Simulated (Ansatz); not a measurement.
ZnS: several calculations on one system

## 1. Relaxation

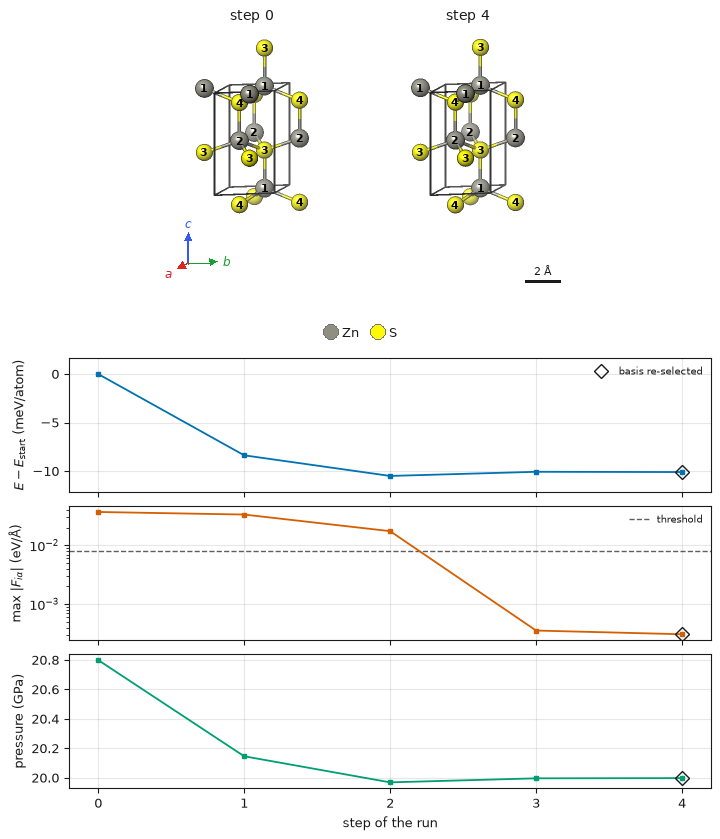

First and last geometry of a relaxation of crystalline ZnS (set up in P6_3mc), with the history of the run. Style: ball-and-stick. Shown: the cell of the calculation, slightly off an axis.

Case: relaxed at 20 GPa.

The calculation used DFT r2SCAN, scalar-relativistic, plane waves, PAW (Ansatz 0.2.0).

Input file:
```yaml
crystal:
  lattice:
    - [3.5794925859, 0.0, 0.0]
    - [-1.7897462929, 3.099931512, 0.0]
    - [0.0, 0.0, 5.8986716446]
  atoms:
    - { symbol: Zn, position: [0.3333333333, 0.6666666667, 0.0010844314] }
    - { symbol: Zn, position: [0.6666666667, 0.3333333333, 0.5010844314] }
    - { symbol: S, position: [0.3333333333, 0.6666666667, 0.3739155686] }
    - { symbol: S, position: [0.6666666667, 0.3333333333, 0.8739155686] }
basis:
  ecutwfc: 500
kpoints:
  mp_grid: { grid: [6, 6, 4] }
hamiltonian:
  xc: r2scan
scf:
  occupations: { method: gaussian, width: 0.02 }
output:
  forces: true
  stress: true
  eigenvalues: true
relax:
  adjacent_minimum: "off"
  f_tol: 0.008
  max_steps: 50
  cell: { stress_tol: 0.08, p_target: 20.0 }
```

Launched with:
```bash
ansatz run input.yaml --threads 1 --pin off --max-ram 2560MiB --backend cpu --events-out ev --progress --plain --runs-dir out
```

What do the curves and the structures tell?

Answer. It converged. After 3 accepted moves (4 points after the start) the energy has fallen by 10.1 meV per atom. With the target pressure of 20 GPa, the enthalpy E + pV changes by −0.4 meV per atom. Largest force component: 0.037 eV/Å at the start, 0.00031 eV/Å at the end. The pressure goes from 20.80 to 20.00 GPa. At 1 point the geometry stayed and the basis and grid were re-selected for the new cell (energy shift of less than 0.05 meV per atom at most each time). The largest moves relative to the cell, 0.006 Å, are those of Zn1, Zn2, S3 and S4. Zn1 goes along +c. Largest moves by element: Zn 0.006 Å, S 0.006 Å. The volume changes by +0.5 %, with a = b 3.579 → 3.578 Å (0.0 %), c 5.899 → 5.930 Å (+0.5 %). The space group stays P6_3mc (No. 186).

| step | E − E(0), meV/atom | largest force component, eV/Å | pressure, GPa | volume, Å³/atom | note |
| --- | --- | --- | --- | --- | --- |
| 0 | 0.00 | 0.0370 | 20.80 | 16.363 |  |
| 1 | -8.37 | 0.0335 | 20.15 | 16.428 |  |
| 2 | -10.49 | 0.0175 | 19.97 | 16.445 |  |
| 3 | -10.06 | 0.0004 | 20.00 | 16.441 |  |
| 4 | -10.09 | 0.0003 | 20.00 | 16.441 | same geometry, new basis |

## 2. Relaxation

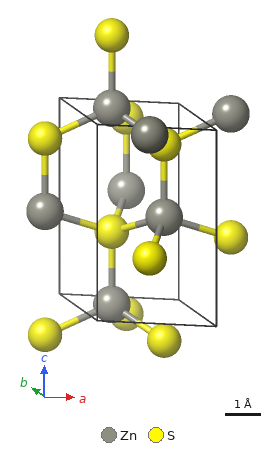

Starting structure of a crystal of ZnS (set up in P6_3mc). Style: ball-and-stick. Shown: the cell of the calculation, slightly off an axis.

Case: relaxed at 40 GPa.

The calculation used DFT r2SCAN, scalar-relativistic, plane waves, PAW in Ansatz 0.2.0.

Input file:
```yaml
crystal:
  lattice:
    - [3.4842453707, 0.0, 0.0]
    - [-1.7421226853, 3.0174450041, 0.0]
    - [0.0, 0.0, 5.774321333]
  atoms:
    - { symbol: Zn, position: [0.3333333333, 0.6666666667, 0.0020622314] }
    - { symbol: Zn, position: [0.6666666667, 0.3333333333, 0.5020622314] }
    - { symbol: S, position: [0.3333333333, 0.6666666667, 0.3729377686] }
    - { symbol: S, position: [0.6666666667, 0.3333333333, 0.8729377686] }
basis:
  ecutwfc: 500
kpoints:
  mp_grid: { grid: [6, 6, 4] }
hamiltonian:
  xc: r2scan
scf:
  occupations: { method: gaussian, width: 0.02 }
output:
  forces: true
  stress: true
  eigenvalues: true
relax:
  adjacent_minimum: "off"
  f_tol: 0.008
  max_steps: 50
  cell: { stress_tol: 0.08, p_target: 40.0 }
```

Run as
```bash
ansatz run input.yaml --threads 1 --pin off --max-ram 2560MiB --backend cpu --events-out ev --progress --plain --runs-dir out
```

Question: Predict the outcome.

Answer: Over 4 accepted moves (5 points after the start) the energy rises by 86.0 meV per atom. With the target pressure of 40 GPa, the enthalpy E + pV changes by −6.9 meV per atom. Largest force component: 0.039 eV/Å at the start, 0.0025 eV/Å at the end. Pressure: 34.69 GPa at the start and 39.97 GPa at the end. At 1 point the geometry stayed and the basis and grid were re-selected for the new cell (energy shift of 0.1 meV per atom at most each time). The largest moves relative to the cell, 0.014 Å, are those of Zn1, Zn2, S3 and S4. Zn1 goes along +c. By element the largest moves are Zn 0.014 Å, S 0.014 Å. The drawn cell changes as follows: a = b 3.484 → 3.437 Å (−1.4 %), c 5.774 → 5.789 Å (+0.3 %); the volume changes by −2.5 %. Some distances before and after: Zn1–S3 2.142 → 2.119 Å, Zn1–S4 2.145 → 2.131 Å. The space group stays P6_3mc (No. 186). Cost: 76 s on 1 thread of Intel(R) Xeon(R) Processor @ 2.50GHz (Skylake/Cascade Lake) (shared host), peak memory 0.48 GiB.

History of the run:

| step | E − E(0), meV/atom | largest force component, eV/Å | pressure, GPa | volume, Å³/atom | note |
| --- | --- | --- | --- | --- | --- |
| 0 | 0.00 | 0.0393 | 34.69 | 15.177 |  |
| 1 | 84.53 | 0.0759 | 40.02 | 14.812 |  |
| 2 | 86.13 | 0.0618 | 40.07 | 14.805 |  |
| 3 | 86.12 | 0.0263 | 39.99 | 14.804 |  |
| 4 | 85.92 | 0.0026 | 39.98 | 14.805 |  |
| 5 | 86.02 | 0.0025 | 39.97 | 14.805 | same geometry, new basis |

The end point in the same view:

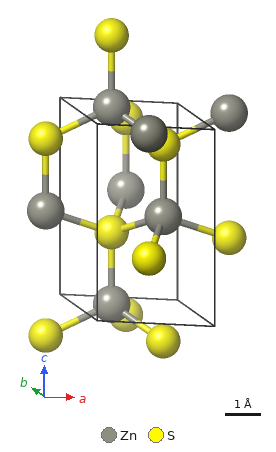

## 3. A change

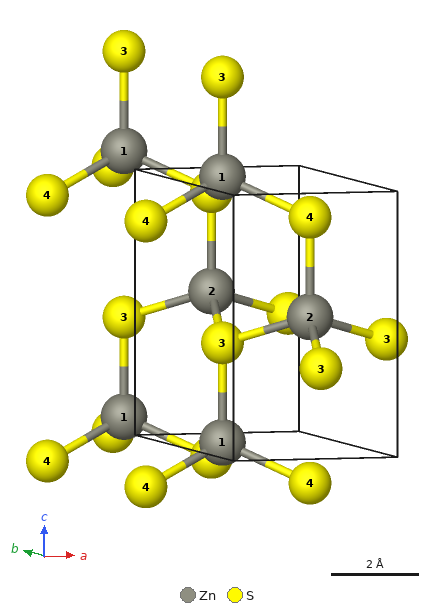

The starting point is a crystal of ZnS (set up in P6_3mc). A ball-and-stick model of the cell of the calculation, repeated 1 × 2 × 1 with one cell outlined, seen from a free direction.

Computed with DFT r2SCAN, scalar-relativistic, plane waves, PAW (Ansatz). Set-up: plane-wave cutoff 500 eV; k-point mesh 6 × 6 × 4; occupations gaussian; smearing width 0.02 eV; no spin polarisation.

Now this is done to it. The crystal is put under a hydrostatic pressure of 40 GPa. Cell and atoms are relaxed at that pressure.

> Predict the response.

It costs 466 meV per atom. The pressure goes from 0.0 to 40.0 GPa. The volume changes by −24.4 %, with a = b 3.807 → 3.437 Å (−9.7 %), c 6.245 → 5.789 Å (−7.3 %). The largest moves relative to the cell, 0.024 Å, are those of Zn1, Zn2, S3 and S4. S4 goes along −c. Largest moves by element: S 0.024 Å, Zn 0.024 Å. Among the bonded contacts that change: S–Zn 2.335 → 2.119 to 2.131 Å. The space group stays P6_3mc (No. 186).

The changed structure in the same view:

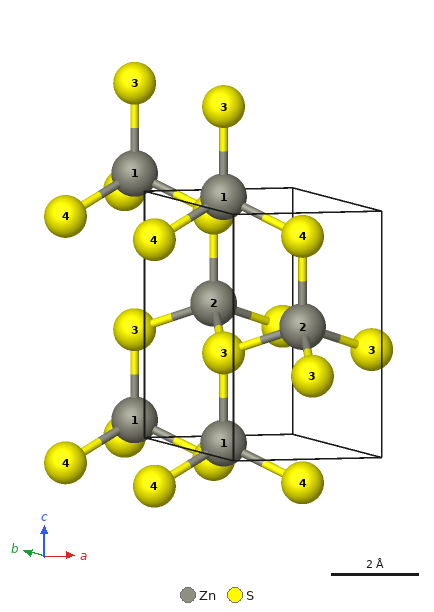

## 4. Series

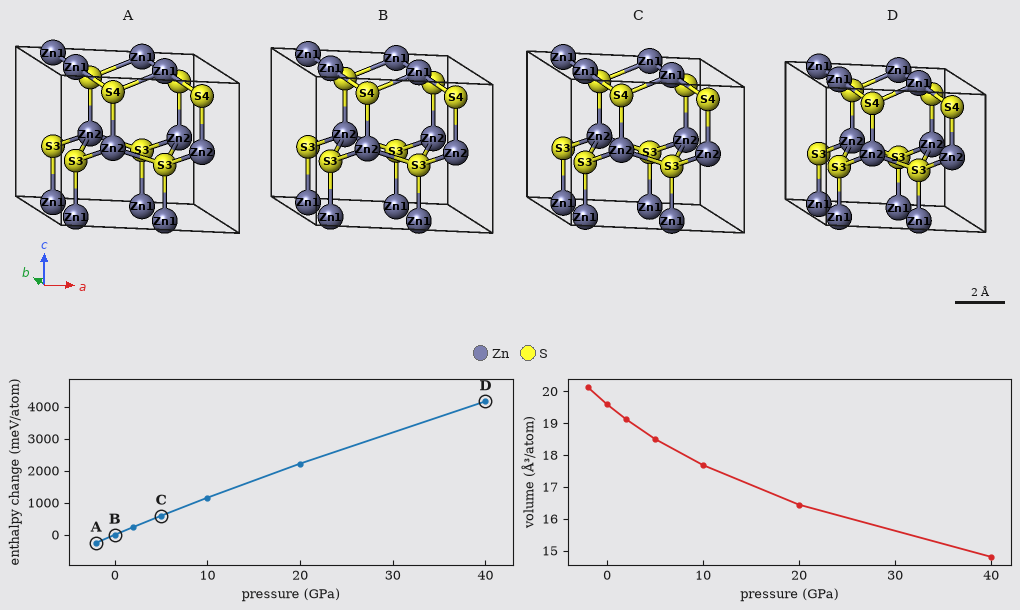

Members of a series of calculations on crystalline ZnS (set up in P6_3mc), marked on the first curve. A ball-and-stick model of the cell of the calculation, repeated to show the pattern, seen slightly off an axis.

These are results of Ansatz 0.2.0, DFT r2SCAN, scalar-relativistic, plane waves, PAW, not measurements. (plane-wave cutoff 500 eV; k-point mesh 6 × 6 × 4; occupations gaussian; smearing width 0.02 eV; no spin polarisation)

Question: Describe the series.

Answer: The structure is relaxed at several pressures. A (pressure −2.0 GPa): enthalpy change −248 meV/atom, volume 20.13 Å³ per atom. B (pressure 0.0 GPa): enthalpy change 0.0 meV/atom, volume 19.59 Å³ per atom. C (pressure 5.0 GPa): enthalpy change 594 meV/atom, volume 18.50 Å³ per atom. D (pressure 40.0 GPa): enthalpy change 4163 meV/atom, volume 14.81 Å³ per atom. The rest compares A with D. The volume changes by −26.4 %, with a = b 7.684 → 6.874 Å (−10.5 %), c 6.298 → 5.789 Å (−8.1 %). Near-neighbour distances before and after: S–Zn 2.356 → 2.119 to 2.131 Å.
